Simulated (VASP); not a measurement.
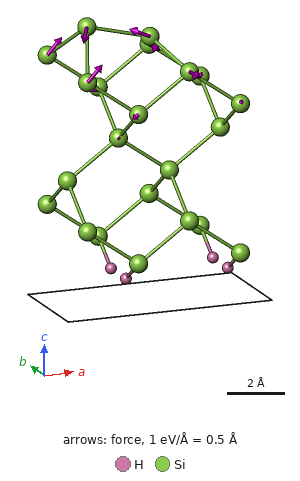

Starting geometry of a slab of composition Si7H2 with the computed forces as purple arrows. Style: ball-and-stick. Shown: the cell of the calculation, outlined in the plane, without the vacuum (origin shifted), slightly off an axis.

The run lets the atoms move in a fixed cell. 10 atoms are held fixed.

Method: Kohn-Sham DFT of a periodic cell, PBE, VASP PAW PBE potentials, recommended in VASP 6.6.1.

The input:
```
SYSTEM = Si7H2
PREC = Normal
ENCUT = 450
EDIFF = 1E-6
ISMEAR = 0
SIGMA = 0.05
LREAL = Auto
LASPH = .TRUE.
NELM = 80
ALGO = Normal
ISIF = 2
LWAVE = .FALSE.
LCHARG = .FALSE.
LDIPOL = .TRUE.
IDIPOL = 3
DIPOL = 0.5 0.5 0.472
GGA = PE
IBRION = 2
NSW = 90
EDIFFG = -0.03
```

Launched with:
```bash
cat potpaw_PBE.64/H/POTCAR potpaw_PBE.64/Si/POTCAR > POTCAR
mpirun -np 8 vasp_std > vasp.out
```

Q: Is this structure relaxed? If not, where do the atoms go?

A: It isn't relaxed: the largest force vector, on a Si atom, is 1.75 eV/Å. The final displacements follow the starting forces only in part (cosine between the two patterns 0.53). A Si atom moves most: 0.48 Å at 73° to the normal (−c side). H stays in place. The lattice vectors keep their values. Near-neighbour distances that change, for instance: Si–Si 2.471 → 2.307 Å, Si–Si 2.536 → 2.405 Å, Si–Si 2.243 → 2.340 Å, Si–Si 2.368 → 2.425 Å. Bond angles that change, for instance: Si–Si–Si 98.1° → 88.2°, Si–Si–Si 95.6° → 105.2°, Si–Si–Si 109.5° → 100.5°. After 31 geometry steps the energy has fallen by 0.582 eV per cell of the calculation. The largest force component goes from 1.6 to 0.43 eV/Å. It ran on 8 threads of Intel(R) Xeon(R) 6975P-C (Granite Rapids), with other jobs on the host.
